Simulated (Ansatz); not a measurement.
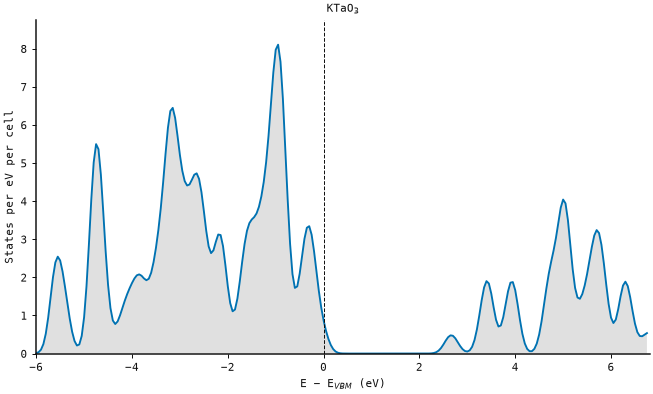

Density of states. Energies are counted from the top of the valence band. The curve is built from the levels of the k mesh with Gaussians 0.3 eV wide, which also blur the band edges.

System: KTaO3, space group P4/mmm, 5 atoms in the cell, cubic perovskite type, uniaxial (z) strain +1.0%.

Space group P4/mmm (No. 123). a = 3.990 Å, b = 3.990 Å, c = 4.030 Å, α = 90.00°, β = 90.00°, γ = 90.00°
```
atom  site  symmetry       x       y       z
   K    1a     4/mmm  0.0000  0.0000  0.0000
  Ta    1d     4/mmm  0.5000  0.5000  0.5000
   O    1c     4/mmm  0.5000  0.5000  0.0000
   O    2e      mmm.  0.5000  0.0000  0.5000
```

Method: DFT, r2SCAN, plane waves, PAW, no spin polarisation, 6×6×6 k mesh (Ansatz).

Is there a gap at the Fermi level, and how wide?

Answer. There is a gap; over the k points computed it is 2.59 eV (indirect; the smallest direct gap is 3.23 eV).

Where is the tallest peak of the filled states in the window?

Answer. Within the window shown, the tallest peak of the filled states lies 0.9 eV under the valence-band top, at about 8.1 states per eV and cell.

Spin-orbit coupling is left out, which matters for Ta.
